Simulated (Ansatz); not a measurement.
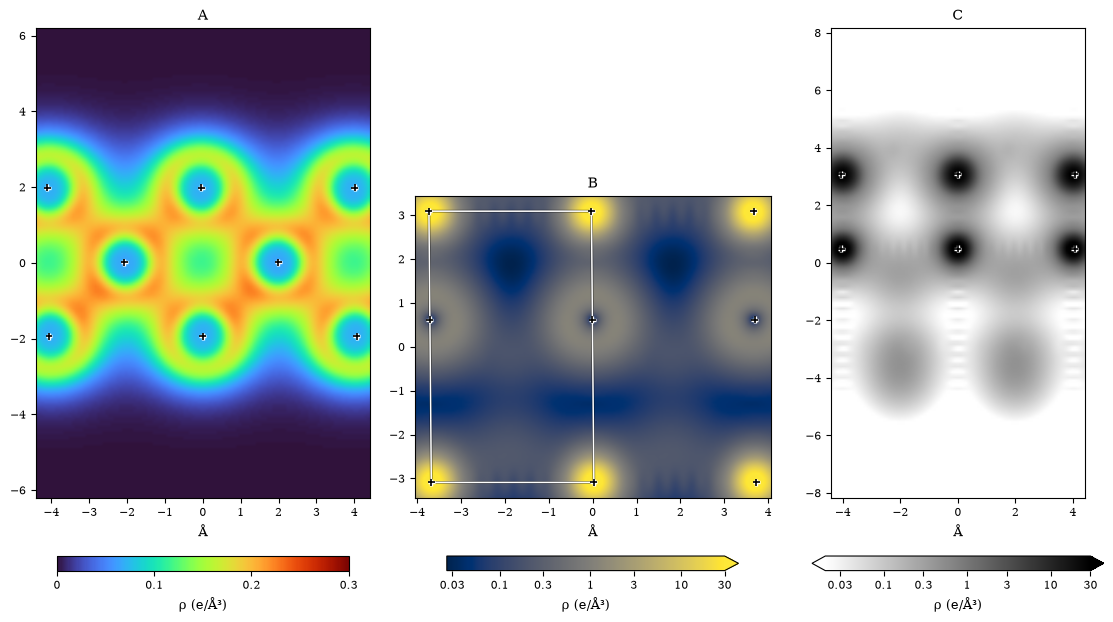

The valence pseudo-density of 3 systems, each on a plane through atoms (crosses mark nuclei in the plane).

Method: DFT PBE, scalar-relativistic, plane waves, PAW (Ansatz).

System 1: GaAs (slab), the (010) plane of the calculation cell, a cut from vacuum to vacuum. Not relaxed (largest force 1.1 eV/Å).

```xyz
18
Lattice="4.0626 0.0000 0.0000 -2.0313 10.5549 0.0000 0.0000 0.0000 28.9274" Properties=species:S:1:pos:R:3 pbc="T T T"
As    2.0474    3.4049    7.2929
As   -2.0140   10.5290    7.2142
As    0.0153    7.0330    8.0410
Ga    0.0161    9.5572    8.2550
Ga    2.0446    5.6377    8.2926
Ga    0.0142    2.2521    8.2142
As    2.0555    5.8019   10.8643
As    0.0210    2.2599   10.7856
As    0.0188    9.3417   10.8105
Ga    2.0521    1.1425   11.6676
Ga    2.0498    8.1706   11.6028
Ga    0.0239    4.5758   11.6236
As    2.0526    8.1394   14.1030
As    0.0348    4.6132   14.1238
As    2.0524    1.1251   14.2606
Ga    2.0677    3.5097   15.1481
Ga    2.0496   10.4423   15.1319
Ga    0.0215    6.9605   14.9563
```

System 2: ZnS, the (010) plane of the conventional cell. Space group P1; changed on purpose from its base cell (all atoms moved at random (sigma 0.06 A a component), cell strained at random (sigma 0.01)); not relaxed (largest force 1.3 eV/Å); computed pressure about 5 GPa in this cell.

```
CELL_PARAMETERS angstrom
-1.83231 3.21869 0.01652
3.79961 0.07794 0.01161
-0.01899 -0.04216 -6.18139
ATOMIC_POSITIONS crystal
Zn 0.66874 0.33679 0.97963
Zn 0.33917 0.66938 0.51282
S 0.64108 0.29984 0.62467
S 0.35101 0.69400 0.11287
```

System 3: Al (slab), the (010) plane of the calculation cell, a cut from vacuum to vacuum. Not relaxed (largest force 0.4 eV/Å); computed without spin polarisation.

### Which map belongs to which system?

Panel A is system 3, Al: the plane holds Al. Al–Al (2.79 Å): ρ at the midpoint is about 0.21 e/Å³. Panel B is system 2, ZnS: the plane holds Zn and S. Panel C is system 1, GaAs: the plane holds Ga and As.
